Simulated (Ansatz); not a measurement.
**Al₄Cu: density, localisation and related maps**

Input

```
crystal:
  lattice:
    - [-3.1108760464, 3.1108760464, 1.9941455277]
    - [3.1108760464, -3.1108760464, 1.9941455277]
    - [3.1108760464, 3.1108760464, -1.9941455277]
  atoms:
    - { symbol: Al, position: [0.8940907556, 0.2983182548, 0.1924090104] }
    - { symbol: Al, position: [0.1059092444, 0.7016817452, 0.8075909896] }
    - { symbol: Al, position: [0.2983182548, 0.1059092444, 0.4042274991] }
    - { symbol: Al, position: [0.7016817452, 0.8940907556, 0.5957725009] }
    - { symbol: Cu, position: [0.5, 0.5, 0.0] }
basis:
  ecutwfc: 500
kpoints:
  mp_grid: { grid: [12, 12, 12] }
  band_path:
    path:
      - [[0.0, 0.0, 0.0], [-0.5, 0.5, 0.0], [-0.5, 0.5, 0.5], [0.0, 0.0, 0.0], [-0.35272787, -0.35272787, 0.35272787]]
      - [[-0.64727213, 0.35272787, 0.64727213], [-0.5, 0.5, 0.5]]
      - [[-0.5, 0.5, 0.0], [-0.75, 0.25, 0.25], [-0.5, 0.0, 0.5], [0.0, 0.0, 0.0]]
    npoints: 14
hamiltonian:
  xc: r2scan
scf:
  occupations: { method: gaussian, width: 0.1 }
  n_extra_bands: 12
output:
  forces: true
  stress: true
  eigenvalues: true
  populations: true
  dos: { projected: true, de: 0.02, nscf_kmesh: { grid: [15, 15, 15] } }
  bader: true
  write_density: true
  write_potential: true
  elf: true
  volumetric_format: npy
```

Command:

```sh
ansatz run input.yaml --threads 1 --pin off --max-ram 2560MiB --backend cpu --events-out ev --progress --plain --runs-dir out
```

Below, planes, directions and counts refer to the conventional cell (a = 6.22 Å, b = 6.22 Å, c = 3.99 Å, α = 90.00°, β = 90.00°, γ = 90.00°).

Space group I4/m; a structure generated by program, which may or may not match a known phase; computed pressure about −3 GPa in this cell; computed without spin polarisation.

All numbers below come from Ansatz 0.2.0, DFT r2SCAN, scalar-relativistic, plane waves, PAW.

The density is the valence pseudo-density of a PAW calculation; it isn't the true density close to the nuclei.

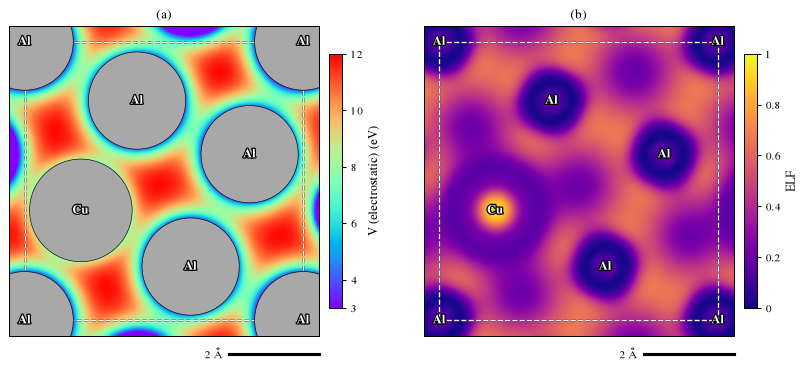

Figure 1. (a) electrostatic potential energy of an electron; (b) ELF on the (001) plane of the conventional cell. Grey discs cover the atomic cores in the potential map.

Question: Interpret the plot.

Answer:
- The section cuts through Al and Cu sites.
- Al–Cu (2.75 Å): the ELF is about 0.45 at the midpoint.
- Al–Al (2.83 Å): the ELF peaks at about 0.65 between the atoms.
- The features right at Cu lie inside the PAW spheres, where the map follows smoothed inner orbitals and isn't to be read closely.
- Outside the cores the potential energy rises away from the atoms and is highest about 2.0 Å from the nearest atoms; its zero is arbitrary.

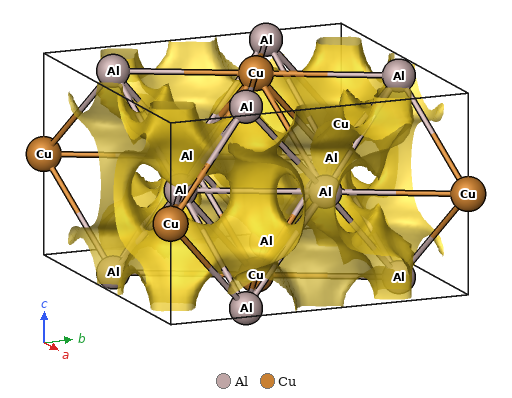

Figure 2. Isosurface of the electron localisation function at 0.6 (yellow), seen slightly off an axis. Core shells and regions of very low density are left out. Sticks mark near contacts.

Question: Describe the localisation domains.

Answer: The ELF exceeds this value in one network that runs through the whole crystal, counted in one cell of 10 atoms. Regions shared between cells count once. Along the contacts the grid gives the following. Al–Al (2.75 Å): the ELF peaks at about 0.65 between the atoms.

Question: Metal or insulator at this level of theory?

Answer: It is gapless in this calculation (a metal or semimetal).

Question: What Bader charges does the calculation give?

Answer: Electrons move from Al towards Cu. Bader charges: Al +0.20 and Cu −0.78 e.
